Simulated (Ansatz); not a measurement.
# Single-point calculation, with input and output: AlGa2N2 (charge +6)

AlGa2N2 (P4/mmm, 5 atoms in the cell, total charge +6), computed with DFT, PBE, plane waves, PAW, no spin polarisation (Ansatz 0.2.0).

The structure was made by a generator, so it may or may not be a known phase. Some settings of this run were made unusual or wrong on purpose. Figures and captions count atoms from 1; the log counts them from 0 in places.

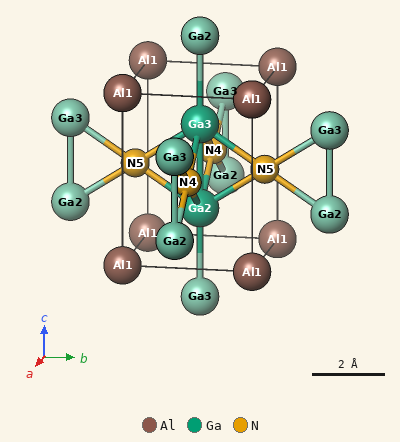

Fig. 1: The structure as given in the input (ball-and-stick view of the cell of the calculation, seen slightly off an axis; neighbours outside the cell are drawn fainter; atoms are numbered from 1 in the order of the input). An atom can appear more than once, as a periodic image.

The input:
```yaml
crystal:
  lattice:
    - [3.6797506684, 0.0, 0.0]
    - [0.0, 3.6797506684, 0.0]
    - [0.0, 0.0, 4.9624935041]
  atoms:
    - { symbol: Al, position: [0.0, 0.0, 0.0] }
    - { symbol: Ga, position: [0.5, 0.5, 0.2563690577] }
    - { symbol: Ga, position: [0.5, 0.5, 0.7436309423] }
    - { symbol: "N", position: [0.0, 0.5, 0.5] }
    - { symbol: "N", position: [0.5, 0.0, 0.5] }
basis:
  ecutwfc: 420
kpoints:
  mp_grid: { grid: [10, 10, 8] }
hamiltonian:
  xc: pbe
scf:
  occupations: { method: gaussian, width: 0.1 }
  max_iter: 80
output:
  forces: true
  eigenvalues: true
  stress: true
total_charge: 6
```

Command:
```bash
ansatz run input.yaml --threads 1 --pin off --max-ram 2560MiB --backend cpu --events-out ev --progress --plain --runs-dir out
```

The program's output:
```
Engine: ansatz 0.2.0, x86_64-unknown-linux-gnu
Pseudopotentials: kind: paw
Pseudopotential: Al, paw, valence charge 3, recommended cutoff 420 eV (normal), Al.paw.azcp
Pseudopotential: Ga, paw, valence charge 13, recommended cutoff 420 eV (normal), Ga.paw.azcp
Pseudopotential: N, paw, valence charge 5, recommended cutoff 420 eV (normal), N.paw.azcp
Functional definition: PBE
  parameter kappa = 0.804
  parameter beta = 0.06672455060314922
  exchange = pbe_x(kappa = kappa, mu = beta*pi^2/3)
  correlation = pbe_c(beta = beta)
Crystal: 5 atoms, lattice volume = 67.195 Å³
Basis set: ecut = 420 eV, 1329 PW (Γ), exchange–correlation on 50×50×72 points (8 copies of the dense FFT grid, shifted against one another)
Bands: 22, of which v1, the nominal top of the filled ones, is band 17 counted from 1 (16 counted from 0)
Symmetry: 16 space group operations
Space group: P4/mmm (ITA 123), of the structure as read, at distance tolerance 4.1e-5 Å
k-points: 105 of 800
Non-local potential: Al, projectors of the file, l = 0: 2, l = 1: 2, l = 2: 1
Non-local potential: Ga, projectors of the file, l = 0: 2, l = 1: 2, l = 2: 3, l = 3: 1
Non-local potential: N, projectors of the file, l = 0: 2, l = 1: 2, l = 2: 1
PAW form: soft (Blöchl's): semilocal exchange-correlation on the pseudo side does not see the compensation charge
PAW one-centre angular grid: Al, 110 points (default); XC on 64 Gauss nodes
PAW one-centre angular grid: Ga, 590 points (default); XC on 64 Gauss nodes
PAW one-centre angular grid: N, 110 points (default); XC on 64 Gauss nodes
Initial density: superposition of atomic densities (neutral atoms scaled as one to the charged cell's electrons: chi_scale 0, normalization atom), corrected by the library's trained network
Initial wavefunctions: pseudopotential atomic-orbital guess
Functional: x = pbe(κ = 0.804, μ = 0.2195149727645171), c = pbe(β = 0.06672455060314922)
SCF iter   1: F=—  HF=-8970.961775 eV  |F-HF|=—  |Δ(HF+E_count)|=         —  Δρ=4.76e-1  dr2=1.16e2  ethr=1.77e-3  ⟨swp⟩=5.1  Hψ=11485  notcnv=0
preconditioner: auto → Kerker (q_TF=auto, 2.423 Å⁻¹)  [metal: Δε(μ)=0.019 eV  Ē_g=8.772 eV  σ=0.100 eV  W_gap=0.11  n_scr=18 (ndim 8)  ℏωp=16.3 eV  f_vac=0.000  D(μ)=2.49/eV (n_scr^D=20)]
SCF iter   2: F=—  HF=-8931.742678 eV  |F-HF|=—  |Δ(HF+E_count)|=    3.92e1  Δρ=2.45e-1  dr2=4.42e1  ethr=1.77e-3  ⟨swp⟩=4.0  Hψ=7891  notcnv=0  defer=72
SCF iter   3: F=—  HF=-8915.157423 eV  |F-HF|=—  |Δ(HF+E_count)|=    1.66e1  Δρ=7.64e-2  dr2=9.03e0  ethr=1.77e-3  ⟨swp⟩=4.9  Hψ=7921  notcnv=0  defer=68
SCF iter   4: F=—  HF=-8911.869657 eV  |F-HF|=—  |Δ(HF+E_count)|=    3.29e0  Δρ=6.32e-2  dr2=2.20e0  ethr=1.77e-3  ⟨swp⟩=4.7  Hψ=6776  notcnv=0  defer=88
SCF iter   5: F=—  HF=-8911.742549 eV  |F-HF|=—  |Δ(HF+E_count)|=   1.27e-1  Δρ=4.92e-2  dr2=1.15e0  ethr=1.77e-3  ⟨swp⟩=3.8  Hψ=5067  notcnv=0  defer=88
SCF iter   6: F=—  HF=-8911.237341 eV  |F-HF|=—  |Δ(HF+E_count)|=   5.05e-1  Δρ=1.55e-2  dr2=1.03e-1  ethr=1.77e-3  ⟨swp⟩=3.6  Hψ=5088  notcnv=0  defer=89
SCF iter   7: F=—  HF=-8911.255507 eV  |F-HF|=—  |Δ(HF+E_count)|=   1.82e-2  Δρ=8.23e-3  dr2=2.36e-2  ethr=3.13e-4  ⟨swp⟩=3.2  Hψ=5034  notcnv=0  defer=87
SCF iter   8: F=—  HF=-8911.245703 eV  |F-HF|=—  |Δ(HF+E_count)|=   9.80e-3  Δρ=2.16e-3  dr2=1.96e-3  ethr=7.15e-5  ⟨swp⟩=2.0  Hψ=3589  notcnv=0  defer=87
SCF iter   9: F=—  HF=-8911.245130 eV  |F-HF|=—  |Δ(HF+E_count)|=   5.73e-4  Δρ=3.51e-4  dr2=6.14e-5  ethr=5.94e-6  ⟨swp⟩=2.2  Hψ=3848  notcnv=0  defer=87
SCF iter  10: F=—  HF=-8911.245168 eV  |F-HF|=—  |Δ(HF+E_count)|=   3.82e-5  Δρ=3.84e-5  dr2=8.42e-7  ethr=1.86e-7  ⟨swp⟩=2.0  Hψ=3694  notcnv=0  defer=87
SCF iter  11: F=-8911.245169 eV  HF=-8911.245169 eV  |F-HF|=7.24e-8  |Δ(HF+E_count)|=   1.03e-6  Δρ=8.33e-6  dr2=3.86e-8  ethr=3.03e-10  ⟨swp⟩=8.9  Hψ=15181  notcnv=0
SCF 1 converged in 11 iterations: F = -8911.245169 eV  dr2 = 3.86e-8
  greatest PAW one-centre occupation: 0.994 electrons in one spin orbital (limit 2), on the Ga atom at site 2 (counted from 0), in its partial waves of l = 2
```

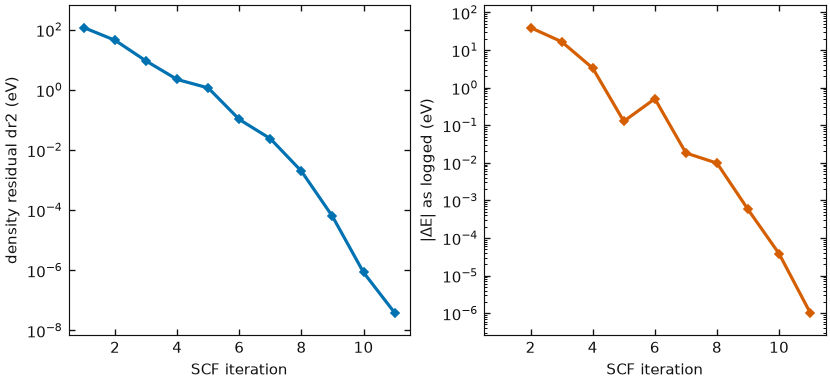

Fig. 2: Convergence of the self-consistent field: density residual dr2 and size of the energy change against the SCF iteration. The residual falls at every step.

```
SCF converged after 11 iterations
Free energy (F): -8911.245169 eV
Harris-Foulkes:  -8911.245169 eV  (|F-HF|=7.24e-8)
Internal energy: -8911.233475 eV  (E = F + TS)
E sigma→0 (E₀):  -8911.239322 eV
Entropy (-TS):   -0.011694 eV (-2.339 meV/atom)
Fermi energy:    5.856931 eV
--- Per-component energies (eV) ---
  E_band       = -91.846778
  E_kinetic    = 412.441263
  E_local      = -4607.105805  (includes V_loc(G=0)·N_el)
  E_nonlocal   = 944.296281
  E_hartree    = 2123.784123
  E_xc         = -230.358520
  E_vxc        = -210.341987  (∫ρ·V_xc dr)
  E_paw        = -4702.872931  (= ΣΔE_a)
  E_vpaw       = -878.707603  (= ΣTr[D̂ρ^β])
  E_aug_tail   = -0.000027  (compensation charges beyond the density's cutoff)
  E_ewald      = -2851.417858
  E_smearing   = -0.011694  (= −TS)
  E_closure    = -0.000000  (closes the sum)
  E_deformation_potential = 95.665517  (in the stress; not in F)
  Σ components = -8911.245169   (vs F -8911.245169, Δ=0.00e0)
--- Forces (eV/Å), atoms counted from 1 ---
  atom   1  Al    -0.00000000    -0.00000000     0.00000000
  atom   2  Ga     0.00000000     0.00000000     0.53567595
  atom   3  Ga     0.00000000     0.00000000    -0.53567595
  atom   4  N      0.00000000     0.00000000     0.00000000
  atom   5  N      0.00000000    -0.00000000     0.00000000
  max |Σ_I F_I| component: 9.27e-30 eV/Å
--- Stress (GPa, compression-positive) ---
       40.367152       0.000000       0.000000
        0.000000      40.367152       0.000000
        0.000000       0.000000      51.340450
  P = ⅓ Tr σ = 44.0249 GPa (440.249 kbar)
--- Band table (eV; the first three rows and the last of 105) ---
  k-point 0: bands = ["-7.7914", "-5.9164", "-5.5315", "-5.3431", "-5.3431", "-5.0122", "-4.9506", "-4.8962", "-4.8709", "-4.8709", "-4.7932", "-3.5604", "2.3446", "2.7712", "3.8102", "3.8102", "6.5599", "7.6363", "7.6363", "10.1210", "12.2926", "12.8728"]
  k-point 1: bands = ["-7.7810", "-5.9131", "-5.5042", "-5.3291", "-5.3291", "-5.0163", "-4.9486", "-4.8982", "-4.8873", "-4.8873", "-4.8194", "-3.5596", "1.6228", "3.6496", "3.8289", "3.8289", "6.5473", "7.6378", "7.6378", "10.0184", "11.9500", "12.6222"]
  k-point 2: bands = ["-7.7558", "-5.9049", "-5.4263", "-5.2904", "-5.2904", "-5.0261", "-4.9430", "-4.9320", "-4.9320", "-4.9038", "-4.8945", "-3.5578", "0.9307", "3.8743", "3.8743", "4.8001", "6.5177", "7.6405", "7.6405", "9.5701", "11.6798", "12.1551"]
  k-point 104: bands = ["-6.5799", "-6.5799", "-5.2241", "-5.0638", "-5.0519", "-5.0519", "-4.9887", "-4.9792", "-4.9576", "-4.9135", "-4.3247", "-4.3247", "-0.1296", "4.2291", "4.3417", "4.3417", "4.6031", "7.5113", "8.1937", "8.5290", "10.5609", "10.5609"]
```

Outcome:

- outcome: converged
- space group (tolerance 0.01 Å): P4/mmm (123)
- electrons treated: 33
- free energy: −8911.2452 eV
- Fermi energy: 5.857 eV
- gap on the k-point mesh: none (metallic)
- pressure: 44.02 GPa
- largest force (length of the vector): 0.536 eV/Å
- hardware: 1 thread of Intel Xeon @ 2.50GHz (Skylake/Cascade Lake), 189 GiB of memory available, shared host
- wall time: 30 s
- peak memory: 0.43 GiB

Diagnosis:

The input was spoiled on purpose: a charge that the system can't hold (`total_charge`). The cell cannot bind or give up so many electrons; the background charge dominates. The run converged all the same; its numbers are those of the faulty input and shouldn't be used. The cell is charged and computed with a neutralising background, so its energy and pressure depend on the cell and aren't those of a real crystal.
